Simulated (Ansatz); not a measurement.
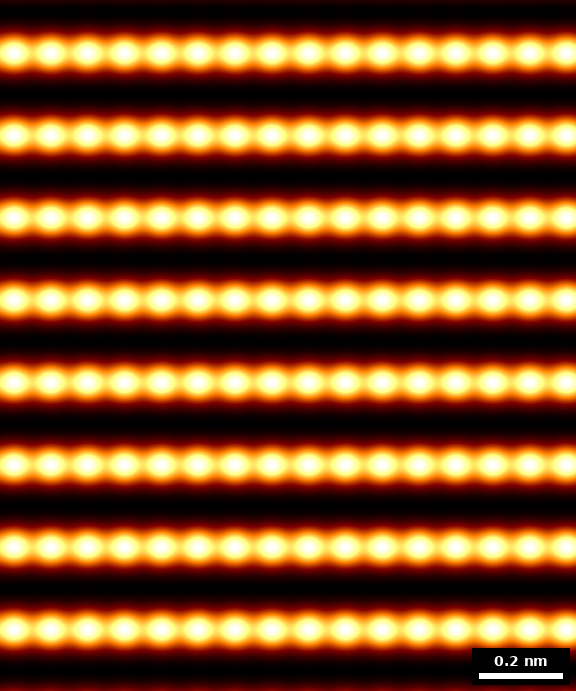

iDPC-like image of a crystal. Simulated as the projected potential of neutral atoms (B = 0.8 Å²) blurred by a 0.50 Å probe, the thin-sample limit of integrated differential phase contrast.

Q: Measure the repeat of the pattern.

A: The pattern repeats on a rectangular net of 0.9 × 2.0 Å.

Q: What is the plane group of the image?

A: p2mm: mirror lines in two perpendicular directions, with twofold points where they cross.

Q: How many columns does the smallest repeating cell hold, and how many levels of brightness?

A: 1 column in the primitive cell of 1.8 Å², all of one brightness.

The crystal is Mo (Fm-3m, No. 225) seen along [210]. Structure: the geometry relaxed with Ansatz 0.2.0, DFT, PBE, plane waves (420 eV) with PAW, scalar-relativistic; the starting structure was generated, so it need not be a known form of this composition.
